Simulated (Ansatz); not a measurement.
## Lu: 7 runs along one coordinate

System: Lu (Im-3m, 1 atom in the cell).
Method: Kohn-Sham DFT of a periodic cell, Slater exchange only, all-electron LAPW, inner shells corrected to Dirac's equation, no spin polarisation (Ansatz 0.2.0).

The 7 runs differ only in the geometry, by an even scaling of the cell at fixed fractional positions. The structure derives from a Materials Project entry.

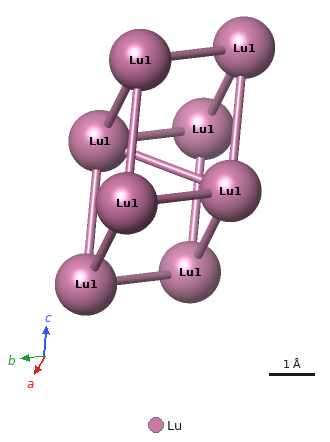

Figure 1. The structure of run 4 (ball-and-stick view of the cell of the calculation, seen at an oblique angle; atoms are numbered from 1 in the order of the input).

### Input of run 4
```yaml
crystal:
  lattice:
    - [-1.9541071088, 1.9541071088, 1.9541071088]
    - [1.9541071088, -1.9541071088, 1.9541071088]
    - [1.9541071088, 1.9541071088, -1.9541071088]
  atoms:
    - { symbol: Lu, position: [0.0, 0.0, 0.0] }
kpoints:
  mp_grid: { grid: [10, 10, 10] }
scf:
  occupations: { method: gaussian, width: 0.025 }
hamiltonian:
  xc: { exchange: slater, correlation: none }
  pseudopotentials:
    kind: all_electron
    lapw: { basis_error: 0.0005 }
    dirac_shells: { Lu: ["4p", "3d"] }
output:
  forces: true
  stress: true
  eigenvalues: true
```

Command:
```bash
ansatz run input.yaml --threads 1 --pin off --max-ram 2560MiB --backend cpu --events-out ev --progress --plain --runs-dir out
```

Run 3 differs from it as follows:
```diff
-    - [-1.9541071088, 1.9541071088, 1.9541071088]
-    - [1.9541071088, -1.9541071088, 1.9541071088]
-    - [1.9541071088, 1.9541071088, -1.9541071088]
+    - [-1.9409919008, 1.9409919008, 1.9409919008]
+    - [1.9409919008, -1.9409919008, 1.9409919008]
+    - [1.9409919008, 1.9409919008, -1.9409919008]
```

### Results, with one run withheld

| run | volume per atom (Å³) | free energy per atom, from the lowest run given (meV) | pressure (GPa) |
| --- | --- | --- | --- |
| 1 | 28.056 | 3.20 | 1.38 |
| 2 | 28.653 | 0.00 | 0.35 |
| 3 | 29.250 | ? | ? |
| 4 | 29.847 | 4.20 | −1.41 |
| 5 | 30.444 | 10.90 | −2.17 |
| 6 | 31.041 | 20.19 | −2.78 |
| 7 | 31.638 | 31.45 | −3.26 |

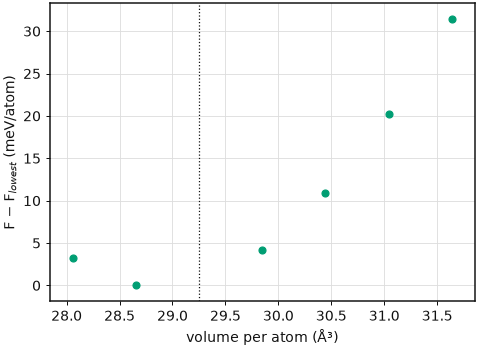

Figure 2. Free energy per atom of the runs given; the dotted line marks run 3.

Estimate the energy of run 3 from the others.

A cubic polynomial in V^(−2/3) (the Birch–Murnaghan form), fitted to the 6 runs given, misses them by at most 0.08 meV per atom. With x = V^(−2/3) − 0.10380 Å⁻², it reads F = 4.7524 − 4028.2 x + 7.9191e+05 x² + 5.9392e+06 x³ (meV per atom). At run 3 it gives 0.45 meV per atom, and the run itself gives 0.46. The slope of the fit gives a pressure −dF/dV of −0.60 GPa there, and the run prints −0.58 GPa. The fit has its minimum at 28.864 Å³ per atom, where V d²F/dV² gives 46.6 GPa: the bulk modulus at this level, since symmetry fixes the shape and the positions.

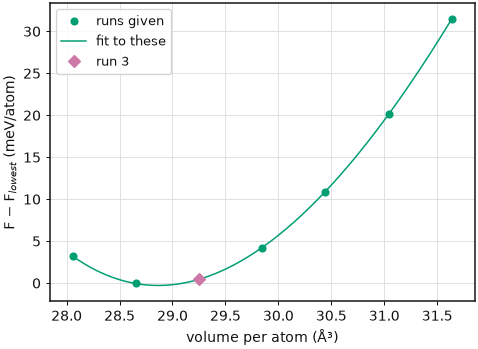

Figure 3. The fit and the withheld run.

### Output, shortened to warnings, some set-up lines, iterations and results (run 3)
```
Basis set: ecut = 197.74613023522448 eV, 177 PW (Γ), exchange–correlation at level 2
Symmetry: 48 space group operations
k-points: 47 of 1000
Initial density: superposition of atomic densities (chi_scale 0.1, normalization cell)
[...]
SCF iter   1: F=—  HF=-396284.498939 eV  |F-HF|=—  |Δ(HF+E_count)|=         —  Δρ=1.41e-2  dr2=6.41e-2  ethr=1.83e-4  ⟨swp⟩=2.8  Hψ=6583  notcnv=0
SCF iter   2: F=—  HF=-396284.454324 eV  |F-HF|=—  |Δ(HF+E_count)|=   4.46e-2  Δρ=4.84e-3  dr2=7.54e-3  ethr=1.83e-4  ⟨swp⟩=2.0  Hψ=3308  notcnv=0
SCF iter   3: F=—  HF=-396284.411547 eV  |F-HF|=—  |Δ(HF+E_count)|=   4.28e-2  Δρ=4.21e-3  dr2=5.73e-3  ethr=2.15e-5  ⟨swp⟩=2.0  Hψ=3106  notcnv=0
SCF iter   4: F=—  HF=-396284.407861 eV  |F-HF|=—  |Δ(HF+E_count)|=         —  Δρ=1.21e-3  dr2=4.75e-4  ethr=1.36e-6  ⟨swp⟩=2.0  Hψ=5193  notcnv=0
SCF iter   5: F=—  HF=-396284.407690 eV  |F-HF|=—  |Δ(HF+E_count)|=   1.70e-4  Δρ=1.34e-4  dr2=5.73e-6  ethr=1.36e-6  ⟨swp⟩=2.0  Hψ=3098  notcnv=0
SCF iter   6: F=-396284.407690 eV  HF=-396284.407690 eV  |F-HF|=1.55e-8  |Δ(HF+E_count)|=   3.92e-7  Δρ=8.25e-6  dr2=2.06e-8  ethr=1.64e-8  ⟨swp⟩=2.0  Hψ=3098  notcnv=0
SCF 1 converged in 6 iterations: F = -396284.407690 eV  dr2 = 2.06e-8
SCF converged after 6 iterations
Free energy (F): -396284.407690 eV
Harris-Foulkes:  -396284.407690 eV  (|F-HF|=1.55e-8)
Internal energy: -396284.407268 eV  (E = F + TS)
E sigma→0 (E₀):  -396284.407479 eV
Entropy (-TS):   -0.000422 eV (-0.422 meV/atom)
Fermi energy:    16.187587 eV
--- Per-component energies (eV) ---
  E_band       = -1640.742735
  E_kinetic    = 441631.739134
  E_xc         = -7782.111405
  E_electrostatic = -830134.034996  (all electrons and nuclei)
  E_smearing   = -0.000422  (= −TS)
  E_closure    = 0.000000  (closes the sum)
  E_atoms      = -396280.136601  (free atoms, spherical and without spin; not in F)
  Σ components = -396284.407690   (vs F -396284.407690, Δ=0.00e0)
  Basis errors (estimates in eV, not in F): energy 1.2e-4 per atom: plane waves 1.1e-4 (5.5e-5 summed), levels above the bands 0.0e0, relativity 2.1e-7, radial functions 1.8e-5, core shells 4.2e-8; eigenvalues (radial functions only) 3.1e-7; not estimated: angular momenta, meshes, grids; target …
--- Forces (eV/Å), atoms counted from 1 ---
  atom   1  Lu    -0.00000000     0.00000000     0.00000000
  max |Σ_I F_I| component: 8.22e-33 eV/Å
--- Stress (GPa, compression-positive) ---
       -0.579591       0.000000      -0.000000
        0.000000      -0.579591       0.000000
       -0.000000       0.000000      -0.579591
  P = ⅓ Tr σ = -0.5796 GPa (-5.796 kbar)
```
